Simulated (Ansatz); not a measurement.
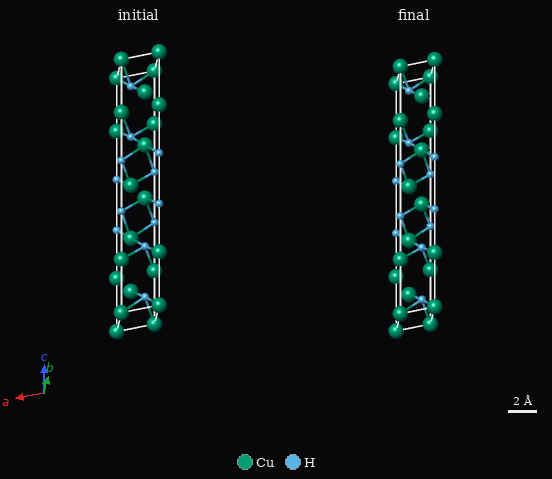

The structure of a crystal of Cu$_{3}$H$_{2}$ (built on the tetradymite type) (coarse preliminary run) before (left) and after (right) a relaxation, at one scale.

A ball-and-stick model of the conventional cell (3 times the calculation's cell), seen from a free direction. Lengths and directions refer to the drawn axes.

Case: tetradymite type (R-3m, No. 166).

The calculation used DFT PBE, scalar-relativistic, plane waves, PAW in Ansatz 0.2.0.

The input:
```yaml
crystal:
  lattice:
    - [1.4717800751, 0.8497326225, 6.8224472169]
    - [-1.4717800751, 0.8497326225, 6.8224472169]
    - [0.0, -1.6994652451, 6.8224472169]
  atoms:
    - { symbol: Cu, position: [0.0, 0.0, 0.0] }
    - { symbol: Cu, position: [0.2095, 0.2095, 0.2095] }
    - { symbol: Cu, position: [0.7905, 0.7905, 0.7905] }
    - { symbol: H, position: [0.4, 0.4, 0.4] }
    - { symbol: H, position: [0.6, 0.6, 0.6] }
basis:
  ecutwfc: 420
kpoints:
  mp_grid: { grid: [6, 6, 6] }
hamiltonian:
  xc: pbe
scf:
  occupations: { method: gaussian, width: 0.1 }
  lower_state_search: "off"
output:
  forces: true
  stress: true
  eigenvalues: true
relax:
  adjacent_minimum: "off"
  f_tol: 0.04
  max_steps: 70
  cell: { stress_tol: 0.4 }
```

Launched with:
```bash
ansatz run input.yaml --threads 1 --pin off --max-ram 2560MiB --backend cpu --events-out ev --progress --plain --runs-dir out
```

Summarise the run.

Answer. Over 4 accepted moves (5 points after the start) the energy falls by 200 meV per atom. The largest force component goes from 1.4 to 0.0083 eV/Å. Pressure: −14.78 GPa at the start and −0.05 GPa at the end. At 1 point the geometry stayed and the basis and grid were re-selected for the new cell (energy shift of 2.2 meV per atom at most each time). The largest moves relative to the cell, 0.19 Å, are those of Cu2 and Cu3. Cu3 goes along −c. Largest moves by element: Cu 0.19 Å, H 0.11 Å. Cell: a = b 2.944 → 2.675 Å (−9.1 %), c 20.467 → 19.977 Å (−2.4 %). Volume −19.4 %. Among the contacts that change: Cu1–H4 2.179 → 1.970 Å, Cu2–H5 2.063 → 1.875 Å, Cu2–Cu3 2.442 → 2.595 Å. The space group stays R-3m (No. 166).
